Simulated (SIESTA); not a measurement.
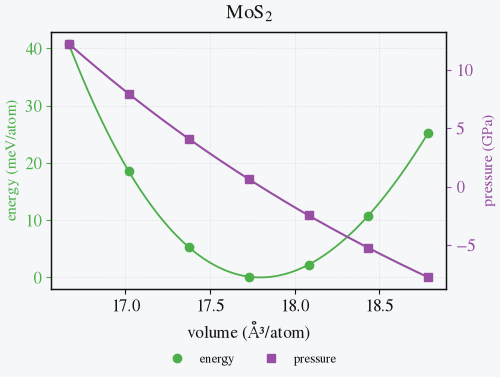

The picture above shows the energy and pressure against volume for MoS₂, space group R3m (No. 160).

Cell as given: a = 6.415 Å, b = 6.415 Å, c = 6.415 Å, α = 28.52°, β = 28.52°, γ = 28.52°; 3 atoms.

Computed with SIESTA 5.4.2: DFT in numerical atomic orbitals with pseudopotentials, no spin polarisation; energies at scaled volumes of the given cell, shape and fractions fixed, counted from the fit's minimum, third-order Birch-Murnaghan fit. Level: LDA.

k mesh 10×10×10; occupations Fermi–Dirac; smearing width 0.05 eV; potentials PseudoDojo 0.4 standard, converted to PSML, two zetas on semicore shells; program settings basis DZP, mesh cutoff 800 Ry.

Question: How stiff is the solid, and where is its volume at rest?

Answer: A third-order Birch–Murnaghan fit gives V0 = 17.80 Å³/atom, B0 = 161 GPa and B′ = 4.3.

Question: What does the pressure do across the range?

Answer: It falls from 12.23 GPa at volume 16.66 Å³/atom to −7.77 GPa at 18.79 Å³/atom, and changes sign near 17.80 Å³/atom.

Caveats: mulliken charges of long orbitals; shape and atomic fractions are frozen while scaling, which makes layered, chain and framework solids too stiff.
